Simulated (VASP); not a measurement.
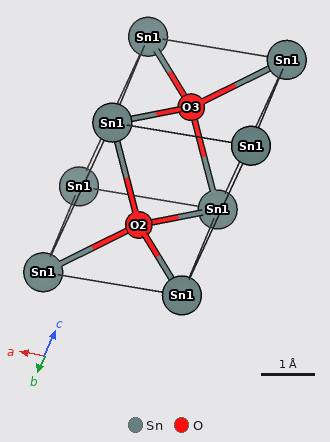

The structure (ball-and-stick view of the reduced cell, seen at an oblique angle; atoms are numbered from 1 in the order of the input). Near neighbours in the crystal (not all of them lie inside the picture): Sn has 8 O at 2.20 Å; O has 4 Sn at 2.20 Å.

# SnO$_{2}$: a changed input and its effect

System: SnO$_{2}$ (I4/mmm, 3 atoms in the cell).
Method of run A: DFT, PBE, plane waves, PAW (VASP 6.6.1).

The structure was built on a prototype by a generator. The geometry comes from this level: r2SCAN (a point of a series of strains). 

INCAR, run A:
```
ENCUT = 520.000000
SIGMA = 0.020000
EDIFF = 1.00e-07
GGA = PE
PREC = Accurate
IBRION = -1
ISIF = 2
ISMEAR = -1
NBANDS = 20
NELM = 120
NSW = 0
LASPH = .TRUE.
LCHARG = .FALSE.
LWAVE = .FALSE.
LREAL = .FALSE.
```

KPOINTS, run A:
```
KPOINTS created by Atomic Simulation Environment
0
Gamma
8 8 8
0 0 0
```

KPOINTS_OPT, run A:
```
special points
6
Reciprocal
0.0000000000 0.0000000000 0.0000000000 1
0.5000000000 0.0000000000 0.5000000000 1
0.6250000000 0.2500000000 0.6250000000 1
0.3750000000 0.3750000000 0.7500000000 1
0.5000000000 0.5000000000 0.5000000000 1
0.5000000000 0.2500000000 0.7500000000 1
```

POSCAR, run A:
```
Sn O
 1.0000000000000000
     0.0000000000000000    2.5423341048000001    2.5334669704000001
     2.5423341048000001    0.0000000000000000    2.5334669704000001
     2.5423341048000001    2.5423341048000001    0.0000000000000000
 Sn  O
   1   2
Cartesian
  0.0000000000000000  0.0000000000000000  0.0000000000000000
  1.2711670523999998  1.2711670523999998  1.2667334851999998
  3.8135011571999997  3.8135011571999997  3.8002004555999997
```

Command:
```bash
mpirun -np 1 vasp_std
```

Hardware: 1 CPU thread, shared host.

OSZICAR and lines of OUTCAR (run A):
```
N       E                     dE             d eps       ncg     rms          rms(c)
DAV:   1     0.236798631651E+03    0.23680E+03   -0.13561E+04  2584   0.202E+03
DAV:   2     0.407682055782E+01   -0.23272E+03   -0.21936E+03  2512   0.497E+02
DAV:   3    -0.204082922212E+02   -0.24485E+02   -0.24208E+02  2684   0.134E+02
DAV:   4    -0.210589724934E+02   -0.65068E+00   -0.65012E+00  2652   0.226E+01
DAV:   5    -0.210734501036E+02   -0.14478E-01   -0.14477E-01  2984   0.352E+00    0.110E+01
DAV:   6    -0.178695137860E+02    0.32039E+01   -0.11062E+01  3560   0.569E+01    0.390E+00
DAV:   7    -0.178945366270E+02   -0.25023E-01   -0.67512E-01  2584   0.588E+00    0.195E+00
[...]
       N       E                     dE             ncg
DAV:   1     0.270965228542E+04   -0.45859E+04      264
DAV:   2     0.137377260427E+04   -0.13359E+04      240
DAV:   3     0.123701935103E+04   -0.13675E+03      292
DAV:   4     0.123363202085E+04   -0.33873E+01      264
DAV:   5     0.123356251795E+04   -0.69503E-01      304
DAV:   6     0.123356020000E+04   -0.23179E-02      296
DAV:   7     0.123356011636E+04   -0.83647E-04      340
DAV:   8     0.123356011613E+04   -0.22288E-06      268
DAV:   9     0.123356011613E+04   -0.29027E-08      172
[... from OUTCAR:]
   NELECT =      26.0000    total number of electrons
 E-fermi :   8.0629
  free  energy   TOTEN  =       -17.8799872167 eV
  energy  without entropy=      -17.8799714739  energy(sigma->0) =      -17.87997935
```

The input of run B differs as follows (lines with − go, lines with + come):
```diff
-SIGMA = 0.020000
+SIGMA = 0.010000
-GGA = PE
+ALGO = Normal
+METAGGA = R2SCAN
-ISMEAR = -1
+ISMEAR = 0
```

What does this change do to the results?

The total energies belong to different methods, so their difference says nothing on which is more stable or more accurate. The gap on the mesh goes from 0.20 to 0.77 eV. The pressure goes from 8.38 to −0.24 GPa. The functional changes from PBE to R2SCAN. The SCF takes 15 iterations against 14.

OSZICAR and lines of OUTCAR (run B):
```
N       E                     dE             d eps       ncg     rms          rms(c)
DAV:   1     0.214420902922E+03    0.21442E+03   -0.13783E+04  2560   0.206E+03
DAV:   2    -0.253419398309E+02   -0.23976E+03   -0.22570E+03  2544   0.504E+02
DAV:   3    -0.503222777441E+02   -0.24980E+02   -0.24707E+02  2692   0.137E+02
DAV:   4    -0.509900786055E+02   -0.66780E+00   -0.66724E+00  2668   0.230E+01
DAV:   5    -0.510060825280E+02   -0.16004E-01   -0.16003E-01  2988   0.369E+00    0.106E+01
DAV:   6    -0.413191670561E+02    0.96869E+01   -0.66423E+00  3352   0.587E+01    0.432E+00
DAV:   7    -0.414561117250E+02   -0.13694E+00   -0.12024E+00  2736   0.948E+00    0.240E+00
[...]
       N       E                     dE             ncg
DAV:   1     0.264191264298E+04   -0.46536E+04      264
DAV:   2     0.126348050093E+04   -0.13784E+04      240
DAV:   3     0.112371772388E+04   -0.13976E+03      284
DAV:   4     0.112031844828E+04   -0.33993E+01      264
DAV:   5     0.112024303478E+04   -0.75413E-01      320
DAV:   6     0.112024070108E+04   -0.23337E-02      296
DAV:   7     0.112024063588E+04   -0.65202E-04      332
DAV:   8     0.112024063563E+04   -0.24527E-06      244
DAV:   9     0.112024063563E+04   -0.27230E-08      168
[... from OUTCAR:]
   NELECT =      26.0000    total number of electrons
 E-fermi :   7.6886
  free  energy   TOTEN  =       -41.4823342083 eV
  energy  without entropy=      -41.4823342083  energy(sigma->0) =      -41.48233421
```

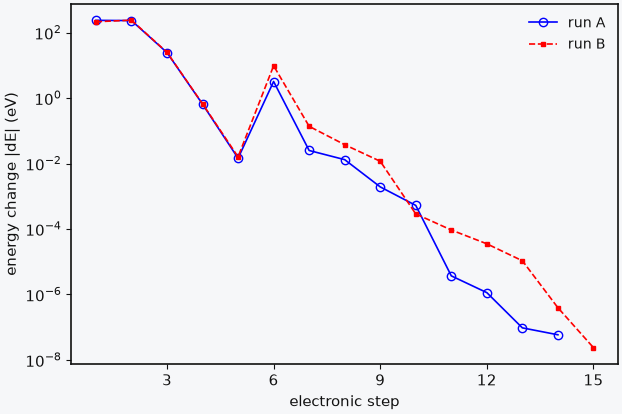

Convergence of the two runs: energy change |dE| against the electronic step. Run A takes 14 steps in all, and run B takes 15.

The two runs side by side:

| quantity | run A | run B |
| --- | --- | --- |
| outcome | converged | converged |
| free energy per atom (eV) | −5.9600 | −13.8274 |
| gap on the mesh (eV) | 0.20 | 0.77 |
| pressure (GPa) | 8.38 | −0.24 |
| largest force (eV/Å) | 0.000 | 0.000 |
| SCF iterations | 14 | 15 |
| irreducible k-points | 59 | 59 |

For run A: The cell is under a pressure of 8.4 GPa at this level, so it is not at its equilibrium volume.
